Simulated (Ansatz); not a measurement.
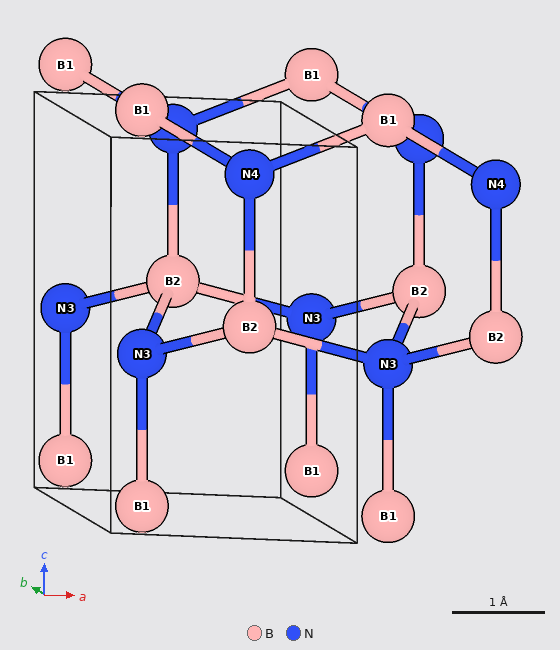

The starting point is a symmetric starting cell of BN (made from another compound by putting B in place of Al). The picture is a ball-and-stick view of the cell of the calculation, repeated 2 × 2 × 1 with one cell outlined, seen slightly off an axis.

Method: DFT PBEsol, scalar-relativistic, plane waves, PAW (Ansatz). (plane-wave cutoff 420 eV; k-point mesh 9 × 9 × 6; occupations gaussian; smearing width 0.02 eV; no spin polarisation)

Change: All lengths are scaled by +0.9 % (volume +2.9 %), the atoms keeping their fractional coordinates. No relaxation follows. The starting cell wasn't computed here and needn't be at equilibrium, so pressure and forces aren't due to the change alone.

### What does the calculation give for the changed structure?

The pressure is −57.9 GPa (not all of it need come from the change, since the unchanged cell can be under pressure at this level too). The principal stresses (compression positive) are −43.3 GPa along c and −65.2 GPa across it. The largest forces, 0.72 eV/Å, act on B1, B2, N3 and N4; on N3 it points along −c. Some distances before and after: B–N 1.695 → 1.711 Å, B–N 1.667 → 1.683 Å. The space group stays P6_3mc (No. 186).
